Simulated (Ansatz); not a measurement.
Run report: C32H, geometry relaxation (part 2 of 2)

C32H (slab, 33 atoms in the cell); DFT PBEsol, scalar-relativistic, plane waves, PAW, spin-polarised (Ansatz 0.2.0); cutoff 420 eV, 2×2×1 k-mesh, Gaussian smearing of 0.05 eV, collinear spins. It belongs to a series of runs on one base structure; here: end point A relaxed.

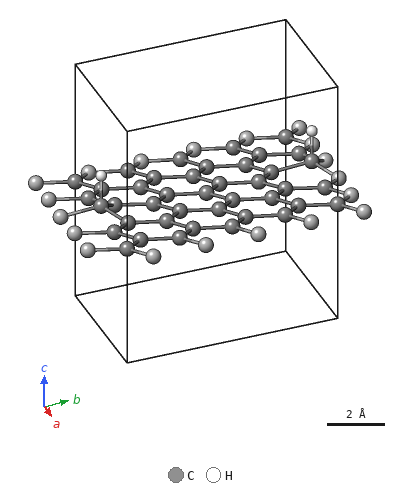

The geometry at step 3 of the log (ball-and-stick view of the cell of the calculation, with the vacuum cut short, seen slightly off an axis; neighbours outside the cell are drawn fainter).

```
Magnetization: 0.9999 μB (65.0000 up, 64.0000 down)
Absolute magnetization: 1.5571 μB (∫|ρ↑−ρ↓|, with the PAW one-centre terms)
Spin contamination: 0.0108 ħ² per cell (⟨S²⟩ above its minimum at these occupations)
Per-site moments (μB) at R_I (Å): [(-0.00895520659485418, 0.5859006570545112), (0.011612238135258803, 0.5862522544252715), (-0.008090548094015158, 0.5862586550688555), (0.030928588599858177, 0.586473120767155), (-0.008955492712208456, 0.5859060621389475), (0.011612161899460452, 0.5862545922057095), (-0.01154372598620264, 0.5837783320196976), (0.03925308464837581, 0.5837783320196976), (-0.011014667737983338, 0.5800089714714984), (0.05473887756295484, 0.5800089714714984), (-0.008089960137620757, 0.5862522544252715), (0.01161282315248107, 0.5862548408274988), (-0.008090283693771582, 0.5862545922057095), (0.011613408701536298, 0.5862602806864913), (-0.011015005991882746, 0.5800054095183859), (0.05474398721671588, 0.5800054095183859), (-0.0027002693800931635, 0.46629207348466356), (0.054747973812002436, 0.5800056304881219), (-0.011014524738579022, 0.580010884328903), (0.03925136794386195, 0.5837789746760251), (-0.008955102804260075, 0.5858971294294428), (0.036871705523963266, 0.5858971294294428), (-0.011014685974351665, 0.5800118790948698), (0.03924883302612732, 0.5837818477874384), (-0.011014949885728263, 0.5800102553866694), (0.01161345628649373, 0.58626188917202), (-0.011015134534169538, 0.5800056304881219), (0.011612841388594029, 0.5862586550688555), (-0.011543399076584493, 0.5837789746760251), (0.036876459074117074, 0.5859060621389475), (-0.011542892812683449, 0.5837818477874384), (0.03687345447409714, 0.5859006570545112), (0.03607950967922431, 0.46629207348466356)]
Free energy (F): -7908.181279 eV
Harris-Foulkes:  -7908.181279 eV  (|F-HF|=3.20e-10)
Internal energy: -7908.181271 eV  (E = F + TS)
E sigma→0 (E₀):  -7908.181275 eV
Entropy (-TS):   -0.000008 eV (-0.000 meV/atom)
Fermi energy:    -1.030358 eV
--- Per-component energies (eV) ---
  E_band       = -1315.187268
  E_kinetic    = 2914.928202
  E_local      = -29354.094053  (includes V_loc(G=0)·N_el)
  E_nonlocal   = 876.687165
  E_hartree    = 13185.340841
  E_xc         = -1529.524148
  E_vxc        = -1901.085705  (∫ρ·V_xc dr)
  E_paw        = -3055.231398  (= ΣΔE_a)
  E_vpaw       = -222.303602  (= ΣTr[D̂ρ^β])
  E_aug_tail   = -0.001016  (compensation charges beyond the density's cutoff)
  E_ewald      = 9053.037919
  E_core_change = 0.675216  (= ΣΔE_core)
  E_smearing   = -0.000008  (= −TS)
  E_closure    = -0.000000  (closes the sum)
  Σ components = -7908.181279   (vs F -7908.181279, Δ=0.00e0)
--- Forces (eV/Å), atoms counted from 1 ---
  atom   1  C     -0.00006216     0.00111146    -0.00038743
  atom   2  C      0.00051642    -0.00090137    -0.00033648
  atom   3  C      0.00036999    -0.00003473    -0.00010806
  atom   4  C      0.00019853     0.00007970    -0.00002410
  atom   5  C      0.00065361    -0.00035377    -0.00061327
  atom   6  C     -0.00032522     0.00092788    -0.00086092
  atom   7  C      0.00101908     0.00123864    -0.00090215
  atom   8  C      0.00037361    -0.00021382     0.00186866
  atom   9  C      0.00007299    -0.00052558     0.00101917
  atom  10  C     -0.00576076     0.00340977    -0.00205574
  atom  11  C     -0.00112600     0.00085246    -0.00061936
[...]
  atom  12  C      0.00069149     0.00010546    -0.00010223
  atom  13  C      0.00037932    -0.00081805    -0.00027955
  atom  14  C      0.00017469     0.00010428    -0.00012828
  atom  15  C     -0.00077435     0.00022945     0.00126492
  atom  16  C      0.00026089    -0.00661955    -0.00101113
  atom  17  C      0.00054032    -0.00014329    -0.00690976
  atom  18  C      0.00582182     0.00314244    -0.00044900
  atom  19  C      0.00062150     0.00009500     0.00076595
  atom  20  C      0.00047029    -0.00039850     0.00161832
  atom  21  C     -0.00118746    -0.00059412    -0.00024780
  atom  22  C      0.00208954     0.00065768    -0.00008710
  atom  23  C      0.00061847     0.00063822     0.00048989
  atom  24  C     -0.00057373     0.00043950     0.00122611
  atom  25  C     -0.00007362    -0.00087874     0.00061134
  atom  26  C     -0.00021935    -0.00012419    -0.00040585
  atom  27  C     -0.00064602     0.00061953     0.00113620
  atom  28  C     -0.00067007    -0.00030944    -0.00090416
  atom  29  C     -0.00085613    -0.00180431    -0.00063651
  atom  30  C     -0.00036032     0.00047654     0.00035692
  atom  31  C     -0.00242814     0.00105769    -0.00010582
  atom  32  C      0.00071536    -0.00154571     0.00005105
  atom  33  H     -0.00052544     0.00007958     0.00676625
  max |Σ_I F_I| component: 8.72e-7 eV/Å
--- Relaxed structure (6 steps of the walk, 6 accepted, 0 SCFs on fresh bases) ---
  F+E_penalty+E_count = -7908.18127909 eV   max|allowed force component| = 6.910e-3 eV/Å
  atoms:
    - { symbol: C, position: [0.00022350065638511346, -0.00010267149034907449, 0.0777559851826385] }
    - { symbol: C, position: [0.1668222390117461, 0.08367718403815584, 0.07759125275667622] }
    - { symbol: C, position: [0.00047224863857570076, 0.2500383627143798, 0.07621053047508504] }
    - { symbol: C, position: [0.166901253347655, 0.3332523468744386, 0.07535047319119867] }
    - { symbol: C, position: [0.00022353836956087725, 0.49993000655227265, 0.07776071287998562] }
    - { symbol: C, position: [0.16682171448015232, 0.5827487069624645, 0.0775909402714504] }
    - { symbol: C, position: [0.0009332243066059176, 0.7502679929780807, 0.08156788575751979] }
    - { symbol: C, position: [0.1665546938238721, 0.8330798372029353, 0.08438212350189285] }
    - { symbol: C, position: [0.250583894848912, 0.0009907256567074517, 0.0833907714804082] }
    - { symbol: C, position: [0.4149509961459697, 0.08520251982500819, 0.08938002807402194] }
    - { symbol: C, position: [0.2501163823221343, 0.25003662445134156, 0.07621629750731711] }
    - { symbol: C, position: [0.4164766025042577, 0.3333309326030904, 0.07758883237260482] }
    - { symbol: C, position: [0.25011552818781724, 0.49968246972012853, 0.07621233443974974] }
    - { symbol: C, position: [0.4164773081014155, 0.5827502405347574, 0.07758395546878667] }
    - { symbol: C, position: [0.2505846810979348, 0.7491979971927317, 0.08338142571495526] }
    - { symbol: C, position: [0.41495139424891386, 0.8293534518242989, 0.08936207722893856] }
    - { symbol: C, position: [0.500236812080259, -8.107349725611373e-5, 0.11723167584645] }
    - { symbol: C, position: [0.6707998640991091, 0.08520202415732021, 0.08935221465722067] }
    - { symbol: C, position: [0.4991630050243487, 0.2495702338668917, 0.08339179440208815] }
    - { symbol: C, position: [0.6670740798756927, 0.33359974561418154, 0.08438262787433279] }
    - { symbol: C, position: [0.5002560937476008, 0.49992998359926827, 0.07775314750091084] }
    - { symbol: C, position: [0.6664816007862333, 0.5830427262047252, 0.08048907309405401] }
    - { symbol: C, position: [0.4991635865977279, 0.7491968790312667, 0.08338437784856183] }
    - { symbol: C, position: [0.6670756500208228, 0.8330777838181128, 0.08438292240678316] }
    - { symbol: C, position: [0.7509564590074349, 0.000989960829885394, 0.083379442902584] }
    - { symbol: C, position: [0.9174039376439612, 0.0836761638266613, 0.07758410013970311] }
    - { symbol: C, position: [0.7509556986018588, 0.24956922101910833, 0.08337748189371338] }
    - { symbol: C, position: [0.9174048503046045, 0.3333321768757201, 0.077588649279838] }
    - { symbol: C, position: [0.74988628109778, 0.4992213377921658, 0.08156678902075483] }
    - { symbol: C, position: [0.9171093255751307, 0.5830440571439193, 0.080489835222938] }
    - { symbol: C, position: [0.7498870930340631, 0.7502669066947869, 0.08156429210736865] }
    - { symbol: C, position: [0.9171101280804932, 0.833670746580052, 0.08048945833545698] }
    - { symbol: H, position: [0.5002650343309704, -8.690119725147721e-5, 0.21143209116401246] }
```

### Trajectory as extended XYZ (Å, eV, eV/Å), 3 of the 6 frames kept, from step=1 to step=6
```
33
Lattice="9.8640 0.0000 0.0000 -4.9320 8.5425 0.0000 0.0000 0.0000 12.0000" Properties=species:S:1:pos:R:3:forces:R:3 step=1 energy=-7907.20043
C     0.0000    0.0000    1.0000   -0.0047  -0.3432  -0.0086
C     1.2330    0.7119    1.0000    0.0404   0.1988   0.0277
C    -1.2330    2.1356    1.0000    0.0663   0.0252  -0.0016
C     0.0000    2.8475    1.0000   -0.0914   0.0119  -0.0072
C    -2.4660    4.2712    1.0000   -0.2386   0.1364  -0.0100
C    -1.2330    4.9831    1.0000    0.1770  -0.0315   0.0355
C    -3.6990    6.4069    1.0000    0.4470   0.2325   0.0066
C    -2.4660    7.1187    1.0000   -0.5929  -0.3399  -0.0203
C     2.4660    0.0000    1.0000    0.4152   0.4665  -0.0185
C     3.6990    0.7119    1.0000   -2.4596   1.3875  -1.0177
C     1.2330    2.1356    1.0000    0.0698  -0.0331  -0.0005
C     2.4660    2.8475    1.0000   -0.1534  -0.1459   0.0282
C     0.0000    4.2712    1.0000    0.0178  -0.0128  -0.0013
C     1.2330    4.9831    1.0000   -0.2041  -0.0230   0.0362
C    -1.2330    6.4069    1.0000    0.5738   0.0847  -0.0070
C     0.0000    7.1187    1.0000   -0.0886  -2.9182  -1.2467
C     4.9320    0.0000    1.0000   -0.0599   0.0070   0.8563
C     6.1650    0.7119    1.0000    2.5188   1.5230  -1.3257
C     3.6990    2.1356    1.0000   -0.2065  -0.5638  -0.0180
C     4.9320    2.8475    1.0000   -0.0032   0.6487  -0.0221
C     2.4660    4.2712    1.0000    0.3315   0.1955  -0.0081
C     3.6990    4.9831    1.0000   -0.3842  -0.1759  -0.0013
C     1.2330    6.4069    1.0000   -0.5143   0.0176  -0.0103
C     2.4660    7.1187    1.0000    0.5049  -0.2929  -0.0263
C     7.3980    0.0000    1.0000   -0.2401   0.4316  -0.0065
C     8.6310    0.7119    1.0000   -0.0937   0.1663   0.0390
C     6.1650    2.1356    1.0000    0.2347  -0.4802  -0.0019
C     7.3980    2.8475    1.0000    0.0930  -0.1481   0.0390
C     4.9320    4.2712    1.0000    0.0357  -0.4644   0.0071
C     6.1650    4.9831    1.0000    0.2602  -0.1751   0.0005
C     3.6990    6.4069    1.0000   -0.3316   0.2074   0.0092
C     4.9320    7.1187    1.0000   -0.0615   0.3798  -0.0004
H     5.0218   -0.0228    2.0700   -0.0576   0.0276   2.6746
33
Lattice="9.8640 0.0000 0.0000 -4.9320 8.5425 0.0000 0.0000 0.0000 12.0000" Properties=species:S:1:pos:R:3:forces:R:3 step=3 energy=-7908.12479
C     0.0013   -0.0008    0.9742    0.0052   0.0971  -0.0446
C     1.2300    0.7166    0.9664   -0.0044  -0.0783  -0.0375
C    -1.2283    2.1374    0.9704   -0.0224  -0.0121  -0.0474
C     0.0011    2.8470    0.9774    0.0329   0.0013  -0.0190
C    -2.4652    4.2711    0.9749    0.0709  -0.0391  -0.0477
C    -1.2297    4.9760    0.9649   -0.0756   0.0184  -0.0514
C    -3.6924    6.4100    0.9926   -0.0348  -0.0251   0.0076
C    -2.4673    7.1168    0.9969    0.0158   0.0059  -0.0093
C     2.4642    0.0089    0.9794   -0.0813  -0.0097  -0.0479
C     3.6676    0.7300    0.9976    0.2789  -0.1548   0.3952
C     1.2317    2.1366    0.9712   -0.0150   0.0053  -0.0362
C     2.4605    2.8481    0.9661    0.0692   0.0478  -0.0385
C     0.0010    4.2673    0.9704   -0.0038   0.0013  -0.0444
C     1.2316    4.9757    0.9640    0.0904   0.0183  -0.0536
C    -1.2257    6.3980    0.9723   -0.0552  -0.0557  -0.0554
C     0.0006    7.0780    0.9803    0.0053   0.4007   0.4364
C     4.9353   -0.0010    1.3155    0.1500  -0.0275  -0.6125
C     6.2020    0.7325    0.9736   -0.3667  -0.2115   0.4389
C     3.6903    2.1330    0.9792   -0.0236   0.0686  -0.0504
C     4.9332    2.8494    0.9962    0.0031  -0.0002  -0.0130
C     2.4676    4.2710    0.9738   -0.0990  -0.0613  -0.0444
C     3.6953    4.9804    0.9875    0.1051   0.0470   0.0099
C     1.2274    6.3975    0.9712    0.0537  -0.0338  -0.0655
C     2.4684    7.1176    0.9939    0.0202  -0.0113  -0.0229
C     7.4043    0.0100    0.9689    0.0410  -0.0305  -0.0721
C     8.6373    0.7173    0.9639    0.0421  -0.0789  -0.0590
C     6.1774    2.1347    0.9697    0.0038   0.0564  -0.0644
C     7.4065    2.8488    0.9646   -0.0440   0.0677  -0.0581
C     4.9326    4.2643    0.9924    0.0049   0.0213   0.0105
C     6.1698    4.9803    0.9872   -0.0683   0.0522   0.0081
C     3.6942    6.4097    0.9919   -0.0033   0.0025   0.0160
C     4.9324    7.1233    0.9875    0.0230  -0.0984   0.0087
H     4.9790   -0.0087    2.4338   -0.1179   0.0166   0.2637
33
Lattice="9.8640 0.0000 0.0000 -4.9320 8.5425 0.0000 0.0000 0.0000 12.0000" Properties=species:S:1:pos:R:3:forces:R:3 step=6 energy=-7908.18128
C     0.0027   -0.0009    0.9331   -0.0001   0.0011  -0.0004
C     1.2328    0.7148    0.9311    0.0005  -0.0009  -0.0003
C    -1.2285    2.1359    0.9145    0.0004   0.0000  -0.0001
C     0.0027    2.8468    0.9042    0.0002   0.0001   0.0000
C    -2.4634    4.2706    0.9331    0.0007  -0.0004  -0.0006
C    -1.2286    4.9781    0.9311   -0.0003   0.0009  -0.0009
C    -3.6911    6.4091    0.9788    0.0010   0.0012  -0.0009
C    -2.4659    7.1166    1.0126    0.0004  -0.0002   0.0019
C     2.4669    0.0085    1.0007    0.0001  -0.0005   0.0010
C     3.6729    0.7278    1.0726   -0.0058   0.0034  -0.0021
C     1.2340    2.1359    0.9146   -0.0011   0.0009  -0.0006
C     2.4641    2.8475    0.9311    0.0007   0.0001  -0.0001
C     0.0027    4.2685    0.9145    0.0004  -0.0008  -0.0003
C     1.2340    4.9781    0.9310    0.0002   0.0001  -0.0001
C    -1.2233    6.4000    1.0006   -0.0008   0.0002   0.0013
C     0.0027    7.0847    1.0723    0.0003  -0.0066  -0.0010
C     4.9347   -0.0007    1.4068    0.0005  -0.0001  -0.0069
C     6.1966    0.7278    1.0722    0.0058   0.0031  -0.0004
C     3.6929    2.1319    1.0007    0.0006   0.0001   0.0008
C     4.9347    2.8498    1.0126    0.0005  -0.0004   0.0016
C     2.4689    4.2706    0.9330   -0.0012  -0.0006  -0.0002
C     3.6986    4.9806    0.9659    0.0021   0.0007  -0.0001
C     1.2287    6.4000    1.0006    0.0006   0.0006   0.0005
C     2.4713    7.1165    1.0126   -0.0006   0.0004   0.0012
C     7.4026    0.0085    1.0006   -0.0001  -0.0009   0.0006
C     8.6366    0.7148    0.9310   -0.0002  -0.0001  -0.0004
C     6.1766    2.1319    1.0005   -0.0006   0.0006   0.0011
C     7.4053    2.8475    0.9311   -0.0007  -0.0003  -0.0009
C     4.9347    4.2646    0.9788   -0.0009  -0.0018  -0.0006
C     6.1708    4.9806    0.9659   -0.0004   0.0005   0.0004
C     3.6966    6.4091    0.9788   -0.0024   0.0011  -0.0001
C     4.9347    7.1216    0.9659    0.0007  -0.0015   0.0001
H     4.9350   -0.0007    2.5372   -0.0005   0.0001   0.0068
```

### Key numbers

| quantity | value |
| --- | --- |
| outcome | converged |
| electrons treated | 129 |
| free energy | −7908.1813 eV |
| Fermi energy | −1.030 eV |
| net moment of the cell | 1.00 μB |
| integrated absolute moment | 1.56 μB |
| final volume | 1011.16 Å³ |
| largest force (length of the vector) at the end | 0.007 eV/Å |
| wall time | 72 s (CPU time 4.5 min) |
| peak memory | 2.5 GiB |
